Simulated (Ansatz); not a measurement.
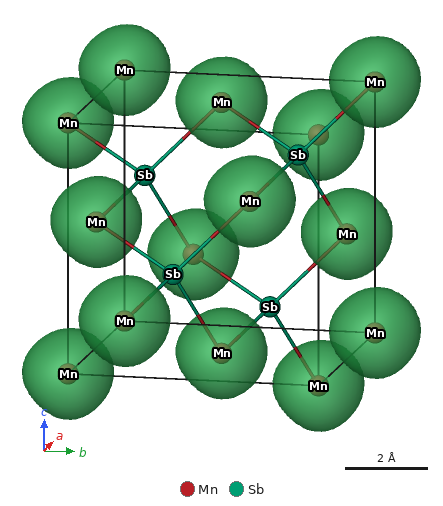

Figure 1: MnSb. Isosurfaces of the spin density at +0.1 (green) and −0.1 e/Å³ (red), seen at an oblique angle. Sticks mark near contacts.

Space group F-43m; started from the zincblende prototype, which need not be the ambient phase; changed on purpose from its base cell (volume × 1.040); spin-polarised.

Level of theory: Ansatz 0.2.0, DFT r2SCAN, scalar-relativistic, plane waves, PAW.

The density is the valence pseudo-density of a PAW calculation; it isn't the true density close to the nuclei.

Q: Which atoms carry the moments, and with what signs?

A: The spin density sits on Mn: +4.2 μB (×4) in one cell of 8 atoms, with smaller moments on other sites: Sb (up to −0.26 μB): parallel moments, as they must be, since the calculation's own cell holds one magnetic site. The cell of the calculation (2 atoms) carries 4.0 μB of net spin moment. Only one sign reaches the isovalue.
